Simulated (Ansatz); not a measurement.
# Al3N4: single-point calculation

- system: Al3N4 (R-3m, 7 atoms in the cell)
- method: DFT PBE, scalar-relativistic, plane waves, PAW, no spin polarisation (Ansatz 0.2.0)

The structure was made by swapping elements on the sites of another compound; it need not be a known phase. It belongs to a series of runs on one base structure; here: anti-Sn4As3 type (R-3m, No. 166). Figures and captions count atoms from 1; the log counts them from 0 in places.

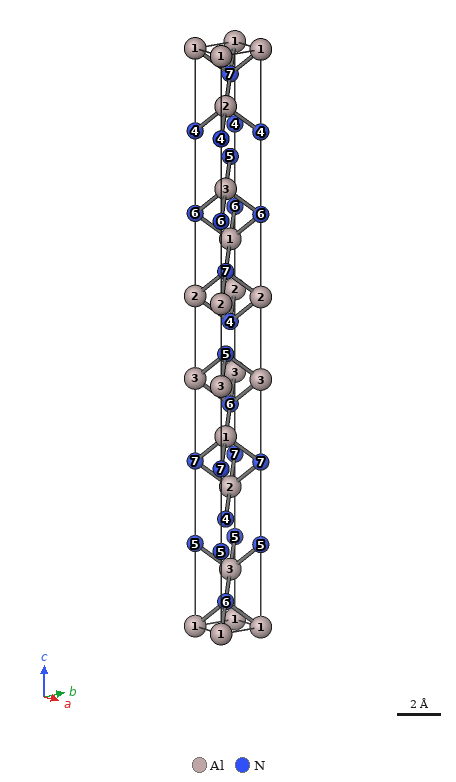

Figure 1. The structure (ball-and-stick view of the cell 3 times as large as that of the calculation, set on its symmetry axes, seen slightly off an axis; atoms are numbered from 1 in the order of the input).

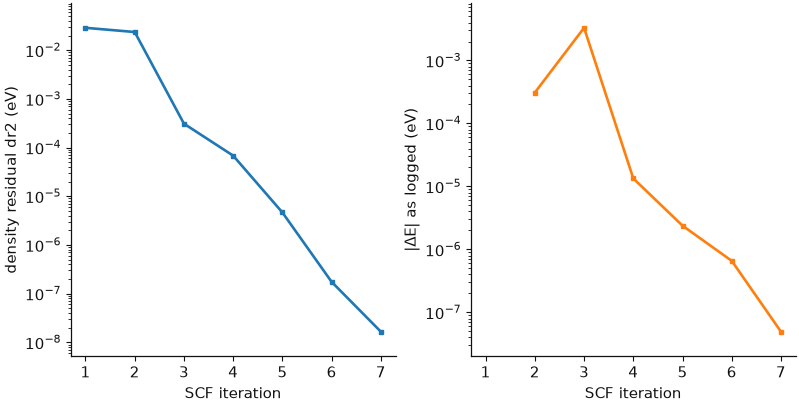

Figure 2. Convergence of the self-consistent field: density residual dr2 and size of the energy change against the SCF iteration. The residual falls at every step.

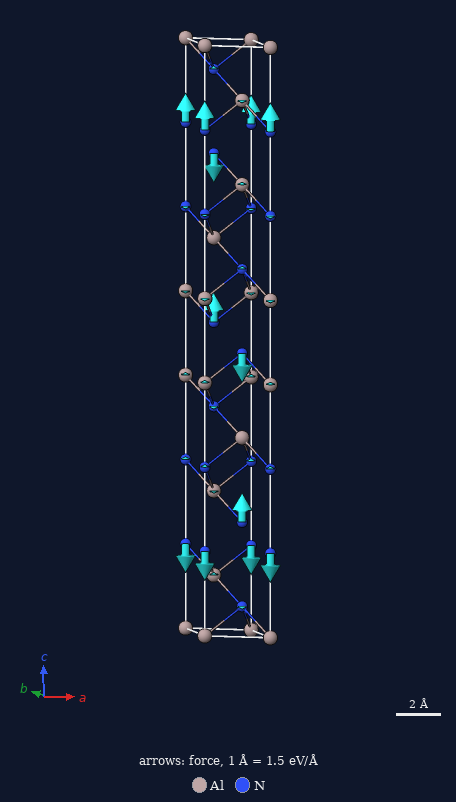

Figure 3. Forces on the atoms as teal arrows (ball-and-stick view of the cell 3 times as large as that of the calculation, set on its symmetry axes, seen slightly off an axis). The largest act on N4, N5 (2.08 eV/Å). Atoms are counted from 1 in the order of the input and aren't labelled in the picture. The geometry is not a stationary point of this energy.

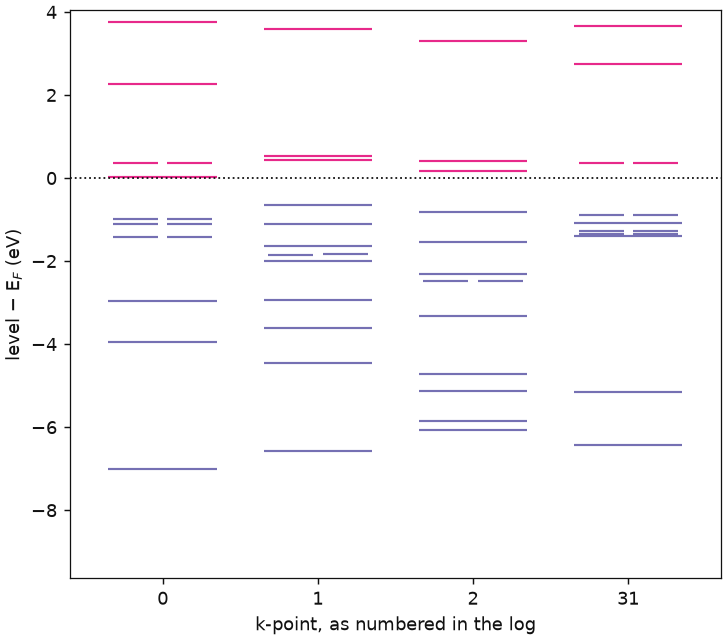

Figure 4. Kohn–Sham levels near the Fermi level (dotted) at the few k-points that the log prints; levels within 0.02 eV of each other stand side by side. The system is metallic on the full mesh.

The input that produced these results follows, with the program's output.

Input
```yaml
crystal:
  lattice:
    - [1.5587658482, 0.8999538821, 9.1621087903]
    - [-1.5587658482, 0.8999538821, 9.1621087903]
    - [0.0, -1.7999077641, 9.1621087903]
  atoms:
    - { symbol: Al, position: [0.0, 0.0, 0.0] }
    - { symbol: Al, position: [0.5714, 0.5714, 0.5714] }
    - { symbol: Al, position: [0.4286, 0.4286, 0.4286] }
    - { symbol: "N", position: [0.8571, 0.8571, 0.8571] }
    - { symbol: "N", position: [0.1429, 0.1429, 0.1429] }
    - { symbol: "N", position: [0.7143, 0.7143, 0.7143] }
    - { symbol: "N", position: [0.2857, 0.2857, 0.2857] }
basis:
  ecutwfc: 420
kpoints:
  mp_grid: { grid: [6, 6, 6] }
hamiltonian:
  xc: pbe
scf:
  occupations: { method: gaussian, width: 0.1 }
  lower_state_search: "off"
output:
  forces: true
  stress: true
  eigenvalues: true
```

Command:
```bash
ansatz run input.yaml --threads 1 --pin off --max-ram 2560MiB --backend cpu --events-out ev --progress --plain --runs-dir out
```

Output
```
basis.fft_grid_basis auto: the FFT boxes are laid along the combinations [[1, 0, -1], [0, 1, -1], [0, 0, 1]] of the cell's own vectors, 3.118, 3.118 and 9.337 Å long. The dense box has 24×24×64 points. Along the cell's own vectors, as sized, it would have 64×64×64, 7.11 times as many. Of the 12 symmetry operations that the crystal satisfies within crystal.symmetry.tolerance (time reversal apart; of a slab, those that keep its plane) the dense box along the cell's own vectors carries 12, and the one as laid loses 8 of those. basis.fft_grid_basis: typed keeps the cell's own vectors: state it where this run's energies or levels are differenced outside the engine with another run's, or held beside a run that keeps those vectors.
Engine: ansatz 0.2.0, aarch64-unknown-linux-gnu
Pseudopotentials: kind: paw
Pseudopotential: Al, paw, valence charge 3, recommended cutoff 420 eV (normal), Al.paw.azcp
Pseudopotential: N, paw, valence charge 5, recommended cutoff 420 eV (normal), N.paw.azcp
Functional definition: PBE
  parameter kappa = 0.804
  parameter beta = 0.06672455060314922
  exchange = pbe_x(kappa = kappa, mu = beta*pi^2/3)
  correlation = pbe_c(beta = beta)
Crystal: 7 atoms, lattice volume = 77.117 Å³
Basis set: ecut = 420 eV, 1501 PW (Γ), FFT grids on a1−a3, a2−a3, a3, exchange–correlation on 48×48×128 points (8 copies of the dense FFT grid, shifted against one another)
Bands: 22, of which v1, the nominal top of the filled ones, is band 15 counted from 1 (14 counted from 0)
Symmetry: 12 space group operations
Space group: R-3m (ITA 166), of the structure as read, at distance tolerance 4.3e-5 Å
k-points: 32 of 216
Non-local potential: Al, projectors of the file, l = 0: 2, l = 1: 2, l = 2: 1
Non-local potential: N, projectors of the file, l = 0: 2, l = 1: 2, l = 2: 1
PAW form: soft (Blöchl's): semilocal exchange-correlation on the pseudo side does not see the compensation charge
PAW one-centre angular grid: Al, 110 points (default); XC on 64 Gauss nodes
PAW one-centre angular grid: N, 110 points (default); XC on 64 Gauss nodes
Initial density: superposition of atomic densities (neutral atoms: chi_scale 0, normalization atom), corrected by the library's trained network
Initial wavefunctions: pseudopotential atomic-orbital guess
Functional: x = pbe(κ = 0.804, μ = 0.2195149727645171), c = pbe(β = 0.06672455060314922)
SCF iter   1: F=—  HF=-3147.125893 eV  |F-HF|=—  |Δ(HF+E_count)|=         —  Δρ=4.31e-3  dr2=2.88e-2  ethr=1.77e-3  ⟨swp⟩=6.2  Hψ=3767  notcnv=0  defer=16
preconditioner: auto → none  [metal: Δε(μ)=0.087 eV  Ē_g=10.965 eV  σ=0.100 eV  W_gap=0.39  n_scr=6 (ndim 8)  ℏωp=22.8 eV  f_vac=0.000  D(μ)=2.05/eV (n_scr^D=6)  sad-step TF]
SCF iter   2: F=—  HF=-3147.125584 eV  |F-HF|=—  |Δ(HF+E_count)|=   3.09e-4  Δρ=2.87e-3  dr2=2.36e-2  ethr=9.92e-5  ⟨swp⟩=1.0  Hψ=960  notcnv=0  defer=19
SCF iter   3: F=—  HF=-3147.122287 eV  |F-HF|=—  |Δ(HF+E_count)|=   3.30e-3  Δρ=6.42e-4  dr2=3.09e-4  ethr=8.14e-5  ⟨swp⟩=1.4  Hψ=680  notcnv=0  defer=19
SCF iter   4: F=—  HF=-3147.122274 eV  |F-HF|=—  |Δ(HF+E_count)|=   1.34e-5  Δρ=2.44e-4  dr2=6.81e-5  ethr=1.07e-6  ⟨swp⟩=2.0  Hψ=1016  notcnv=0  defer=19
SCF iter   5: F=—  HF=-3147.122276 eV  |F-HF|=—  |Δ(HF+E_count)|=   2.38e-6  Δρ=6.60e-5  dr2=4.64e-6  ethr=2.35e-7  ⟨swp⟩=2.2  Hψ=981  notcnv=0  defer=19
SCF iter   6: F=—  HF=-3147.122275 eV  |F-HF|=—  |Δ(HF+E_count)|=   6.58e-7  Δρ=1.68e-5  dr2=1.74e-7  ethr=1.60e-8  ⟨swp⟩=2.1  Hψ=942  notcnv=0  defer=20
SCF iter   7: F=-3147.122275 eV  HF=-3147.122275 eV  |F-HF|=1.83e-9  |Δ(HF+E_count)|=   4.94e-8  Δρ=5.36e-6  dr2=1.65e-8  ethr=3.45e-10  ⟨swp⟩=9.3  Hψ=3304  notcnv=0
SCF 1 converged in 7 iterations: F = -3147.122275 eV  dr2 = 1.65e-8
  greatest PAW one-centre occupation: 0.824 electrons in one spin orbital (limit 2), on the N atom at site 4 (counted from 0), in its partial waves of l = 0
SCF converged after 7 iterations
Free energy (F): -3147.122275 eV
Harris-Foulkes:  -3147.122275 eV  (|F-HF|=1.83e-9)
Internal energy: -3147.111422 eV  (E = F + TS)
E sigma→0 (E₀):  -3147.116849 eV
Entropy (-TS):   -0.010853 eV (-1.550 meV/atom)
Fermi energy:    7.596751 eV
--- Per-component energies (eV) ---
  E_band       = 40.111947
  E_kinetic    = 565.960381
  E_local      = -788.102002  (includes V_loc(G=0)·N_el)
  E_nonlocal   = 208.144253
  E_hartree    = 259.534574
  E_xc         = -353.289984
  E_vxc        = -384.420939  (∫ρ·V_xc dr)
  E_paw        = -1904.816503  (= ΣΔE_a)
  E_vpaw       = -80.537605  (= ΣTr[D̂ρ^β])
  E_aug_tail   = 0.000341  (compensation charges beyond the density's cutoff)
  E_ewald      = -1134.542482
  E_smearing   = -0.010853  (= −TS)
  E_closure    = 0.000000  (closes the sum)
  Σ components = -3147.122275   (vs F -3147.122275, Δ=0.00e0)
--- Forces (eV/Å), atoms counted from 1 ---
  atom   1  Al    -0.00000000     0.00000000     0.00000000
  atom   2  Al     0.00000000    -0.00000000    -0.21135564
  atom   3  Al     0.00000000     0.00000000     0.21135564
  atom   4  N      0.00000000     0.00000000     2.08222286
  atom   5  N     -0.00000000    -0.00000000    -2.08222286
  atom   6  N      0.00000000    -0.00000000    -0.22784116
  atom   7  N      0.00000000     0.00000000     0.22784116
  max |Σ_I F_I| component: 5.55e-17 eV/Å
--- Stress (GPa, compression-positive) ---
      -28.090537       0.000000      -0.000000
        0.000000     -28.090537      -0.000000
        0.000000      -0.000000     -38.174961
  P = ⅓ Tr σ = -31.4520 GPa (-314.520 kbar)
--- Band table (eV; the first three rows and the last of 32) ---
  k-point 0: bands = ["-8.5590", "-7.6602", "-7.2762", "-4.7140", "0.5936", "3.6592", "4.6296", "6.1778", "6.1778", "6.4858", "6.4858", "6.6206", "6.6206", "7.6329", "7.9539", "7.9539", "9.8593", "11.3591", "13.1303", "14.4001", "15.9076", "16.4776"]
  k-point 1: bands = ["-8.1843", "-7.3606", "-6.9508", "-4.6250", "1.0249", "3.1309", "3.9966", "4.6538", "5.6097", "5.7425", "5.7569", "5.9718", "6.4839", "6.9555", "8.0391", "8.1193", "11.1860", "12.2962", "13.5654", "14.1312", "15.0057", "15.6762"]
  k-point 2: bands = ["-7.1814", "-6.5960", "-6.2020", "-4.6399", "1.5352", "1.7483", "2.4782", "2.8683", "4.2773", "5.1220", "5.1285", "5.2795", "6.0659", "6.7683", "7.7564", "7.9980", "10.8921", "11.9661", "13.3351", "13.7791", "14.2748", "15.3473"]
  k-point 31: bands = ["-8.3387", "-8.1980", "-6.8174", "-4.9289", "1.1604", "2.4384", "6.2127", "6.2547", "6.2547", "6.3243", "6.3243", "6.5163", "6.7116", "6.7116", "7.9471", "7.9471", "10.3382", "11.2501", "12.8577", "14.5849", "15.7607", "16.3820"]
```

Key numbers

```tsv
quantity	value
outcome	converged
space group (tolerance 0.01 Å)	R-3m (166)
electrons treated	29
free energy	−3147.1223 eV
Fermi energy	7.597 eV
gap on the k-point mesh	none (metallic)
pressure	−31.45 GPa
largest force (length of the vector)	2.082 eV/Å
hardware	1 thread of Arm Neoverse V2, 128 GiB of memory available, shared host
wall time	3 s
peak memory	0.33 GiB
```

The cell holds an odd number of electrons but the run has no spin polarisation, so it comes out as a metal. The cell is under a tension of 31 GPa at this level, so it is not at its equilibrium volume.
